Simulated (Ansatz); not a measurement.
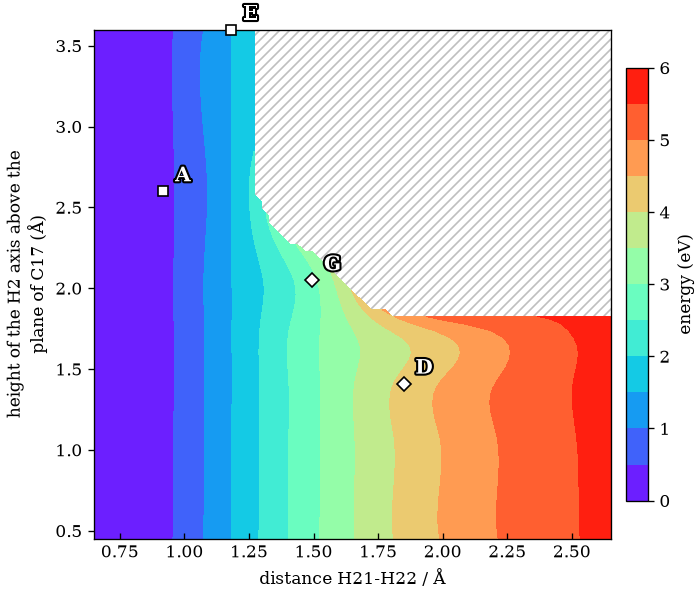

H₂ on a C(111) slab cut from the P6/mmm phase, its upper half relaxed before the scan (20 atoms of substrate and one adsorbate in a 2 × 1 cell). H2 lies flat over one site of a rigid substrate while its bond length and height are varied; it sits over a hollow site, heights counted from the top plane, its axis along the first surface vector. First axis: distance H21-H22. Second axis: height of the H2 axis above the plane of C17. Grid: 8 × 9 points. At 15 points there is no value (left out: too close to the surface, or the stretched molecule far from it). Points are written as (first, second). Energies are in eV, from the lowest grid point. Computed with DFT PBE, scalar-relativistic, plane waves, PAW in Ansatz. Settings: cutoff 420 eV, k-mesh 4×3×1, gaussian smearing 0.1 eV, no spin polarisation.

In the figure: filled contours, hatched blanks where no value was computed, lettered points. Between grid points the surface is interpolated.

Q: Is G the lowest point of the computed grid?

A: No. G lies 2.88 eV above the lowest grid point, which is at (0.750 Å, 1.73 Å).

Q: What kind of point is each of A, D: minimum, saddle, maximum or slope?

A: A: on a slope; D: on a slope. (In these two coordinates alone; a stationary point may lie a little off the grid point.)

Q: Rank the lettered points by energy, lowest first.

A: A (0.35 eV), E (1.50 eV), G (2.88 eV), D (4.12 eV).

PAW datasets: the set soft_1.
